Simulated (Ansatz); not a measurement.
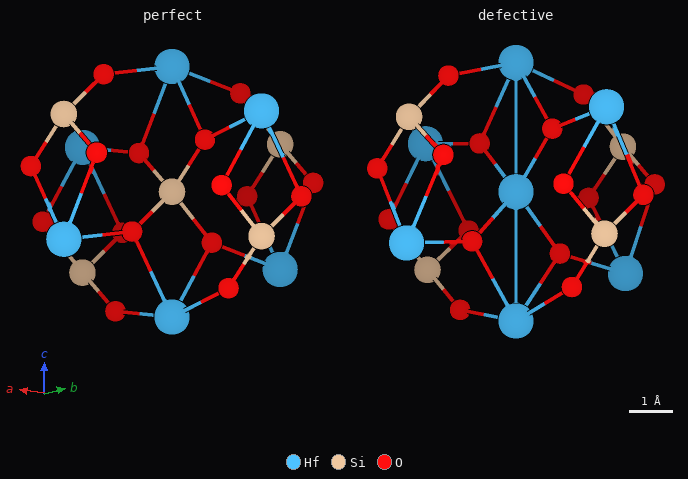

Left: perfect HfSiO₄. Right: the same region with one point defect, after relaxing the atoms in a supercell of 48 sites. The picture is a ball-and-stick view of the atoms within 3.8 Å of one point, seen from a free direction.

Theory: DFT PBE, scalar-relativistic, plane waves, PAW in Ansatz 0.2.0. Settings: plane-wave cutoff 420 eV; k-point mesh 2 × 2 × 2; occupations gaussian; smearing width 0.01 eV; mesh shifted by (0.5, 0.5, 0.5); no spin polarisation. The cell is small and the k-mesh coarse, so the numbers are rough. The axes drawn are those of the host's conventional cell.

> Which defect is it?

A silicon atom is replaced by hafnium.

The charge state of the cell is 0.

> What does the relaxation do around it?

In the host the Si atom has 4 O at 1.64 Å; the Hf atom ends with 4 O at 1.90 Å. Of the host's atoms, an oxygen atom moves furthest from its site, by 0.28 Å. Relaxing the atoms from the host's sites lowers the energy by 7.87 eV. At a tolerance of 0.02 Å the relaxed supercell has space group I-42m.
